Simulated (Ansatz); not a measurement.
# Run report: WS2, single-point calculation (part 2 of 2)

Continued. System: WS2 (48 atoms in the cell). Method: DFT PBE+D3(BJ), scalar-relativistic, plane waves, PAW, no spin polarisation (Ansatz 0.2.0); cutoff 420 eV, 2×2×2 k-mesh, Gaussian smearing of 0.01 eV. The structure derives from a Materials Project entry. It belongs to a series of runs on one base structure; here: the perfect crystal in a cell of 48 atoms.

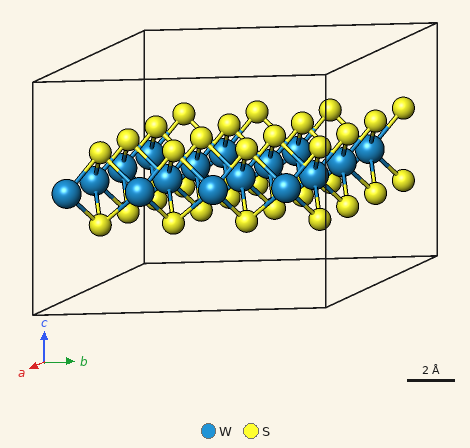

**Figure 1.** The structure (ball-and-stick view of the cell of the calculation, with the vacuum cut short, seen slightly off an axis).

## Output, continued
```
  k-point 0: bands = ["-73.5192", "-73.5099", "-73.5099", "-73.5099", "-73.5099", "-73.5099", "-73.5099", "-73.5006", "-73.5006", "-73.5006", "-73.5006", "-73.5006", "-73.5006", "-73.5006", "-73.5006", "-73.5006", "-37.9939", "-37.9939", "-37.9939", "-37.9281", "-37.9281", "-37.9281", "-37.9281", "-37.9281", "-37.9281", "-37.8178", "-37.8178", "-37.8178", "-37.8178", "-37.8178", "-37.8178", "-37.8136", "-37.7891", "-37.7891", "-37.7891", "-37.7891", "-37.7891", "-37.7891", "-37.7803", "-37.7803",
      "-37.7803", "-37.7803", "-37.7803", "-37.7803", "-37.7469", "-37.7469", "-37.7469", "-37.7469", "-37.7469", "-37.7469", "-37.7468", "-37.7468", "-37.7468", "-37.7209", "-37.7209", "-37.7209", "-37.6788", "-37.6788", "-37.6788", "-37.6788", "-37.6788", "-37.6788", "-37.6363", "-37.6363", "-14.4175", "-13.4678", "-13.4678", "-13.4678", "-13.4678", "-13.4678", "-13.4678", "-12.7841", "-12.4320", "-12.4320", "-12.4320", "-12.4320", "-12.4320", "-12.4320", "-12.2615", "-12.2615",
      "-12.2615", "-12.2615", "-12.2615", "-12.2615", "-12.2284", "-12.2284", "-12.2284", "-12.0028", "-12.0028", "-12.0028", "-11.9768", "-11.9768", "-11.9768", "-11.9768", "-11.9768", "-11.9768", "-6.1311", "-6.1311", "-6.1311", "-6.0080", "-5.3334", "-5.3334", "-5.3334", "-5.3334", "-5.3334", "-5.3334", "-5.1091", "-5.1091", "-5.1091", "-5.1091", "-5.1091", "-5.1091", "-4.8936", "-4.8936", "-4.8936", "-4.8936", "-4.8936", "-4.8936", "-4.8020", "-4.8020",
      "-4.8020", "-4.0784", "-4.0784", "-4.0784", "-4.0784", "-4.0784", "-4.0784", "-4.0430", "-4.0430", "-4.0430", "-3.7347", "-3.7347", "-3.7347", "-3.7347", "-3.7347", "-3.7347", "-3.4905", "-3.4905", "-3.4905", "-3.4905", "-3.4905", "-3.4905", "-3.1743", "-3.1743", "-3.1743", "-3.1743", "-3.1743", "-3.1743", "-2.9872", "-2.9872", "-2.9872", "-2.9221", "-2.9221", "-2.9221", "-2.9221", "-2.9221", "-2.9221", "-2.4037", "-2.4037", "-2.2462",
      "-2.2462", "-2.2462", "-2.2462", "-2.2462", "-2.2462", "-1.7809", "-1.7794", "-1.7794", "-1.7794", "-1.5417", "-1.5417", "-1.5417", "-1.5417", "-1.5417", "-1.5417", "-1.5406", "-1.5406", "-1.5406", "-1.5406", "-1.5406", "-1.5406", "-1.2805", "-1.2805", "-1.2805", "-1.2805", "-1.2805", "-1.2805", "-1.1561", "-1.1561", "-0.8021", "-0.8021", "-0.8021", "-0.5364", "-0.5364", "-0.5364", "-0.4925", "-0.4925", "-0.4925", "-0.4925", "-0.4925",
      "-0.4925", "-0.1870", "-0.1870", "-0.1870", "-0.1870", "-0.1870", "-0.1870", "0.2798", "2.6939", "2.6939", "2.6939", "2.6939", "2.6939", "2.6939", "2.8592", "2.8592", "2.8592", "2.8592", "2.8592", "2.8592", "2.9923", "2.9923", "2.9923", "2.9923", "2.9923", "2.9923", "3.3501", "3.3501", "3.3604", "3.3604", "3.3604", "3.4823", "3.4823", "3.6108", "3.6108", "3.6108", "3.6108", "3.6108", "3.6108", "3.7779",
      "3.7779"]
  k-point 1: bands = ["-73.5192", "-73.5099", "-73.5099", "-73.5099", "-73.5099", "-73.5099", "-73.5099", "-73.5006", "-73.5006", "-73.5006", "-73.5006", "-73.5006", "-73.5006", "-73.5006", "-73.5006", "-73.5006", "-37.9939", "-37.9939", "-37.9939", "-37.9281", "-37.9281", "-37.9281", "-37.9281", "-37.9281", "-37.9281", "-37.8178", "-37.8178", "-37.8178", "-37.8178", "-37.8178", "-37.8178", "-37.8136", "-37.7890", "-37.7890", "-37.7890", "-37.7890", "-37.7890", "-37.7890", "-37.7803", "-37.7803",
      "-37.7803", "-37.7803", "-37.7803", "-37.7803", "-37.7469", "-37.7469", "-37.7469", "-37.7469", "-37.7469", "-37.7469", "-37.7468", "-37.7468", "-37.7468", "-37.7209", "-37.7209", "-37.7209", "-37.6788", "-37.6788", "-37.6788", "-37.6788", "-37.6788", "-37.6788", "-37.6363", "-37.6363", "-14.4175", "-13.4678", "-13.4678", "-13.4678", "-13.4678", "-13.4678", "-13.4678", "-12.7841", "-12.4320", "-12.4320", "-12.4320", "-12.4320", "-12.4320", "-12.4320", "-12.2615", "-12.2615",
      "-12.2615", "-12.2615", "-12.2615", "-12.2615", "-12.2284", "-12.2284", "-12.2284", "-12.0028", "-12.0028", "-12.0028", "-11.9768", "-11.9768", "-11.9768", "-11.9768", "-11.9768", "-11.9768", "-6.1311", "-6.1311", "-6.1311", "-6.0080", "-5.3334", "-5.3334", "-5.3334", "-5.3334", "-5.3334", "-5.3334", "-5.1091", "-5.1091", "-5.1091", "-5.1091", "-5.1091", "-5.1091", "-4.8936", "-4.8936", "-4.8936", "-4.8936", "-4.8936", "-4.8936", "-4.8020", "-4.8020",
      "-4.8020", "-4.0784", "-4.0784", "-4.0784", "-4.0784", "-4.0784", "-4.0784", "-4.0430", "-4.0430", "-4.0430", "-3.7347", "-3.7347", "-3.7347", "-3.7347", "-3.7347", "-3.7347", "-3.4905", "-3.4905", "-3.4905", "-3.4905", "-3.4905", "-3.4905", "-3.1743", "-3.1743", "-3.1743", "-3.1743", "-3.1743", "-3.1743", "-2.9872", "-2.9872", "-2.9872", "-2.9221", "-2.9221", "-2.9221", "-2.9221", "-2.9221", "-2.9221", "-2.4037", "-2.4037", "-2.2462",
      "-2.2462", "-2.2462", "-2.2462", "-2.2462", "-2.2462", "-1.7809", "-1.7794", "-1.7794", "-1.7794", "-1.5417", "-1.5417", "-1.5417", "-1.5417", "-1.5417", "-1.5417", "-1.5406", "-1.5406", "-1.5406", "-1.5406", "-1.5406", "-1.5406", "-1.2805", "-1.2805", "-1.2805", "-1.2805", "-1.2805", "-1.2805", "-1.1561", "-1.1561", "-0.8021", "-0.8021", "-0.8021", "-0.5364", "-0.5364", "-0.5364", "-0.4925", "-0.4925", "-0.4925", "-0.4925", "-0.4925",
      "-0.4925", "-0.1870", "-0.1870", "-0.1870", "-0.1870", "-0.1870", "-0.1870", "0.2798", "2.6939", "2.6939", "2.6939", "2.6939", "2.6939", "2.6939", "2.8592", "2.8592", "2.8592", "2.8592", "2.8592", "2.8592", "2.9923", "2.9923", "2.9923", "2.9923", "2.9923", "2.9923", "3.3501", "3.3501", "3.3604", "3.3604", "3.3604", "3.4823", "3.4823", "3.6108", "3.6108", "3.6108", "3.6108", "3.6108", "3.6108", "3.7779",
      "3.7779"]
  k-point 2: bands = ["-73.5165", "-73.5165", "-73.5119", "-73.5119", "-73.5053", "-73.5053", "-73.5053", "-73.5053", "-73.5034", "-73.5034", "-73.5006", "-73.5006", "-73.5006", "-73.5006", "-73.4987", "-73.4987", "-37.9663", "-37.9663", "-37.9663", "-37.9663", "-37.9429", "-37.9429", "-37.9321", "-37.9321", "-37.8881", "-37.8881", "-37.8881", "-37.8881", "-37.8306", "-37.8306", "-37.8039", "-37.8039", "-37.7872", "-37.7872", "-37.7748", "-37.7748", "-37.7636", "-37.7636", "-37.7636", "-37.7636",
      "-37.7567", "-37.7567", "-37.7497", "-37.7497", "-37.7497", "-37.7497", "-37.7468", "-37.7468", "-37.7468", "-37.7468", "-37.7399", "-37.7399", "-37.7189", "-37.7189", "-37.7189", "-37.7189", "-37.7086", "-37.7086", "-37.6901", "-37.6901", "-37.6760", "-37.6760", "-37.6488", "-37.6488", "-14.1575", "-14.1575", "-13.6810", "-13.6810", "-12.9073", "-12.9073", "-12.9073", "-12.9073", "-12.6870", "-12.6870", "-12.6405", "-12.6405", "-12.5094", "-12.5094", "-12.2451", "-12.2451",
      "-12.2451", "-12.2451", "-12.2243", "-12.2243", "-12.2243", "-12.2243", "-12.1391", "-12.1391", "-11.9898", "-11.9898", "-11.9898", "-11.9898", "-11.9599", "-11.9599", "-11.8581", "-11.8581", "-5.7925", "-5.7925", "-5.7925", "-5.7925", "-5.7002", "-5.7002", "-5.6766", "-5.6766", "-5.3070", "-5.3070", "-5.2874", "-5.2874", "-5.1884", "-5.1884", "-5.1635", "-5.1635", "-5.1635", "-5.1635", "-4.8503", "-4.8503", "-4.8503", "-4.8503", "-4.4169", "-4.4169",
      "-4.0925", "-4.0925", "-4.0925", "-4.0925", "-4.0392", "-4.0392", "-4.0378", "-4.0378", "-4.0378", "-4.0378", "-3.9402", "-3.9402", "-3.9402", "-3.9402", "-3.9051", "-3.9051", "-3.8446", "-3.8446", "-3.2415", "-3.2415", "-3.0709", "-3.0709", "-3.0709", "-3.0709", "-3.0514", "-3.0514", "-3.0514", "-3.0514", "-3.0458", "-3.0458", "-3.0332", "-3.0332", "-2.9622", "-2.9622", "-2.7909", "-2.7909", "-2.4718", "-2.4718", "-2.4597", "-2.4597",
      "-2.1508", "-2.1508", "-1.9191", "-1.9191", "-1.9191", "-1.9191", "-1.9111", "-1.9111", "-1.8554", "-1.8554", "-1.8554", "-1.8554", "-1.8194", "-1.8194", "-1.6801", "-1.6801", "-1.6801", "-1.6801", "-1.6584", "-1.6584", "-1.5389", "-1.5389", "-1.2082", "-1.2082", "-1.2082", "-1.2082", "-0.9880", "-0.9880", "-0.9596", "-0.9596", "-0.8531", "-0.8531", "-0.8161", "-0.8161", "-0.5075", "-0.5075", "-0.5075", "-0.5075", "-0.2343", "-0.2343",
      "-0.2256", "-0.2256", "-0.2256", "-0.2256", "0.1441", "0.1441", "0.2308", "0.2308", "2.5474", "2.5474", "2.5530", "2.5530", "2.5530", "2.5530", "2.5961", "2.5961", "2.9435", "2.9435", "3.0766", "3.0766", "3.1203", "3.1203", "3.1250", "3.1250", "3.1250", "3.1250", "3.2112", "3.2112", "3.2145", "3.2145", "3.2169", "3.2169", "3.2706", "3.2706", "3.3659", "3.3659", "3.3659", "3.3659", "3.7210", "3.7210",
      "3.7210"]
  k-point 3: bands = ["-73.5165", "-73.5165", "-73.5119", "-73.5119", "-73.5053", "-73.5053", "-73.5053", "-73.5053", "-73.5034", "-73.5034", "-73.5006", "-73.5006", "-73.5006", "-73.5006", "-73.4987", "-73.4987", "-37.9663", "-37.9663", "-37.9663", "-37.9663", "-37.9429", "-37.9429", "-37.9321", "-37.9321", "-37.8881", "-37.8881", "-37.8881", "-37.8881", "-37.8306", "-37.8306", "-37.8039", "-37.8039", "-37.7872", "-37.7872", "-37.7748", "-37.7748", "-37.7636", "-37.7636", "-37.7636", "-37.7636",
      "-37.7566", "-37.7566", "-37.7497", "-37.7497", "-37.7497", "-37.7497", "-37.7468", "-37.7468", "-37.7468", "-37.7468", "-37.7399", "-37.7399", "-37.7189", "-37.7189", "-37.7189", "-37.7189", "-37.7086", "-37.7086", "-37.6901", "-37.6901", "-37.6760", "-37.6760", "-37.6488", "-37.6488", "-14.1575", "-14.1575", "-13.6810", "-13.6810", "-12.9073", "-12.9073", "-12.9073", "-12.9073", "-12.6870", "-12.6870", "-12.6405", "-12.6405", "-12.5094", "-12.5094", "-12.2451", "-12.2451",
      "-12.2451", "-12.2451", "-12.2243", "-12.2243", "-12.2243", "-12.2243", "-12.1391", "-12.1391", "-11.9898", "-11.9898", "-11.9898", "-11.9898", "-11.9599", "-11.9599", "-11.8581", "-11.8581", "-5.7925", "-5.7925", "-5.7925", "-5.7925", "-5.7002", "-5.7002", "-5.6766", "-5.6766", "-5.3070", "-5.3070", "-5.2874", "-5.2874", "-5.1884", "-5.1884", "-5.1635", "-5.1635", "-5.1635", "-5.1635", "-4.8503", "-4.8503", "-4.8503", "-4.8503", "-4.4169", "-4.4169",
      "-4.0925", "-4.0925", "-4.0925", "-4.0925", "-4.0392", "-4.0392", "-4.0378", "-4.0378", "-4.0378", "-4.0378", "-3.9402", "-3.9402", "-3.9402", "-3.9402", "-3.9051", "-3.9051", "-3.8446", "-3.8446", "-3.2415", "-3.2415", "-3.0709", "-3.0709", "-3.0709", "-3.0709", "-3.0514", "-3.0514", "-3.0514", "-3.0514", "-3.0458", "-3.0458", "-3.0332", "-3.0332", "-2.9622", "-2.9622", "-2.7909", "-2.7909", "-2.4718", "-2.4718", "-2.4597", "-2.4597",
      "-2.1508", "-2.1508", "-1.9191", "-1.9191", "-1.9191", "-1.9191", "-1.9111", "-1.9111", "-1.8554", "-1.8554", "-1.8554", "-1.8554", "-1.8194", "-1.8194", "-1.6801", "-1.6801", "-1.6801", "-1.6801", "-1.6584", "-1.6584", "-1.5389", "-1.5389", "-1.2082", "-1.2082", "-1.2082", "-1.2082", "-0.9880", "-0.9880", "-0.9596", "-0.9596", "-0.8531", "-0.8531", "-0.8161", "-0.8161", "-0.5075", "-0.5075", "-0.5075", "-0.5075", "-0.2343", "-0.2343",
      "-0.2256", "-0.2256", "-0.2256", "-0.2256", "0.1441", "0.1441", "0.2308", "0.2308", "2.5475", "2.5475", "2.5531", "2.5531", "2.5531", "2.5531", "2.5961", "2.5961", "2.9436", "2.9436", "3.0767", "3.0767", "3.1203", "3.1203", "3.1250", "3.1250", "3.1250", "3.1250", "3.2112", "3.2112", "3.2145", "3.2145", "3.2169", "3.2169", "3.2706", "3.2706", "3.3659", "3.3659", "3.3659", "3.3659", "3.7210", "3.7210",
      "3.7210"]
```

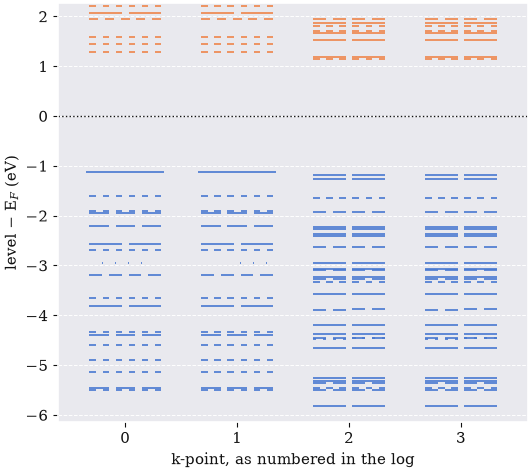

**Figure 2.** Kohn–Sham levels near the Fermi level (dotted) at the few k-points that the log prints; levels within 0.02 eV of each other stand side by side. Among these points the highest filled and lowest empty levels are 2.27 eV apart, which is the gap on the mesh.

## Summary

- outcome: converged
- space group (tolerance 0.01 Å): P-6m2 (187)
- electrons treated: 416
- free energy: −195077.7805 eV
- Fermi energy: 1.414 eV
- gap on the k-point mesh: 2.27 eV
- pressure: −0.02 GPa
- largest force (length of the vector): 0.001 eV/Å
- hardware: 4 threads of Arm Neoverse V1, 24 GiB of memory available, shared host
- wall time: 59 s (CPU time 3.5 min)
- peak memory: 4.2 GiB

Spin–orbit coupling is left out, which matters for W.
